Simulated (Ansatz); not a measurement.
MgO (space group Pm-3m, No. 221). Coordinates: the input geometry of an electronic-structure calculation (not necessarily at equilibrium); the starting structure was generated, so it need not be a known form of this composition.

```yaml
crystal:
  lattice:
    - [2.62335, 0.00000, 0.00000]
    - [0.00000, 2.62335, 0.00000]
    - [0.00000, 0.00000, 2.62335]
  atoms:
    - { symbol: Mg, position: [0.00000, 0.00000, 0.00000] }
    - { symbol: O, position: [0.50000, 0.50000, 0.50000] }
```

Bonds are taken as Mg–O below 2.6 Å; no other contact counts. The graph is simplified in the usual way: terminal and isolated atoms are pruned, two-connected atoms become edges.

Derive the underlying net.

The result is a uninodal 8-connected, three-periodic net: Mg and O are 8-connected nodes. It is the bcu net, known from CsCl and the body-centred cubic metals. It is a single net, without interpenetration.

```tsv
node	links	point symbol	coordination sequence
Mg and O	8	4^24.6^4	8 26 56 98 152
```

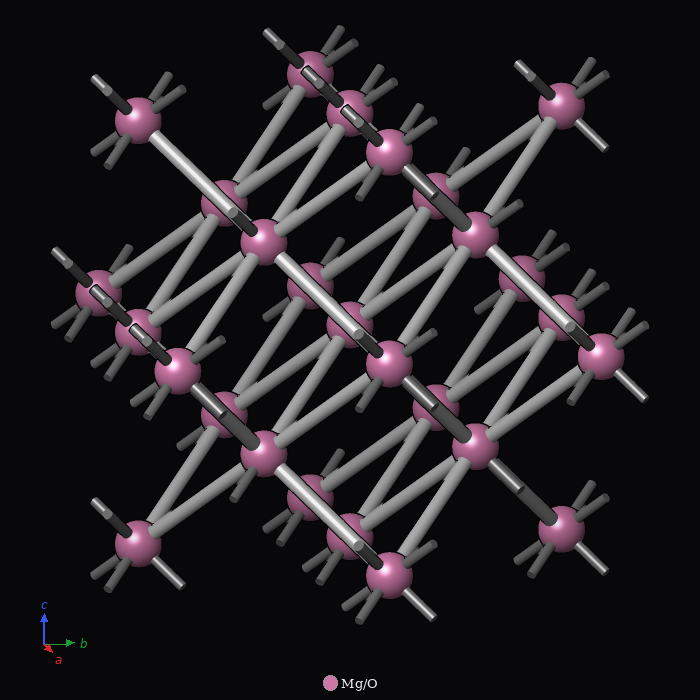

Nodes are coloured by topological kind. Short stubs are edges that leave the cut-out.
